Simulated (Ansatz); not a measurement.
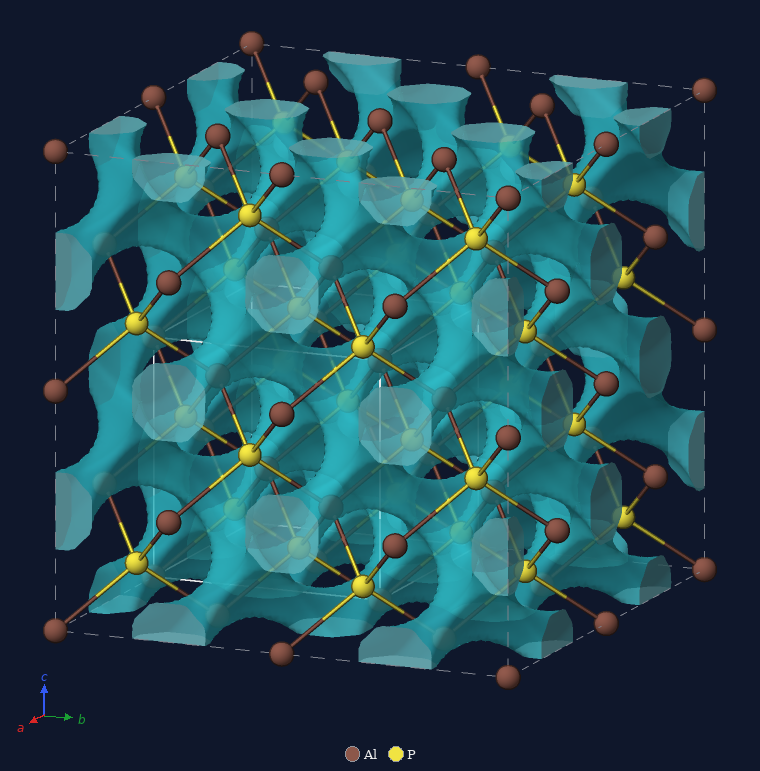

The teal surface encloses the points that the centre of a probe sphere of radius 0.65 Å can occupy in AlP (F-43m), computed on a grid of about 0.15 Å (2×2×2 cells shown, view slightly off an axis; pale faces close the region where the box cuts it).

Hard-sphere model; covalent radii (Cordero): Al 1.21 Å, P 1.07 Å.

Source of the atomic positions: a calculation's input that goes back to an entry of the Crystallography Open Database (an earlier step may have relaxed or displaced it).

```xyz
8
Lattice="5.4785 0.0000 0.0000 0.0000 5.4785 0.0000 0.0000 0.0000 5.4785" Properties=species:S:1:pos:R:3 pbc="T T T"
Al    0.0000    0.0000    0.0000
P     1.3696    1.3696    4.1089
Al    0.0000    2.7393    2.7393
P     1.3696    4.1089    1.3696
Al    2.7393    0.0000    2.7393
P     4.1089    1.3696    1.3696
Al    2.7393    2.7393    0.0000
P     4.1089    4.1089    4.1089
```

Q: Do these regions connect?

A: Where they connect, they form a three-dimensional network.

Q: What share of the cell can the probe's centre reach?

A: About 18 % of the volume (30 Å³ of 164.4 Å³).

Q: Give the largest included and the largest free sphere.

A: The largest sphere that fits anywhere has a diameter of 2.60 Å; the largest that can travel through the crystal, about 2.1 Å.

Q: How does the connectivity change as the probe shrinks?

A: Below a radius of about 1.03 Å the space forms a three-dimensional network. These are grid estimates, good to about 0.05 Å.
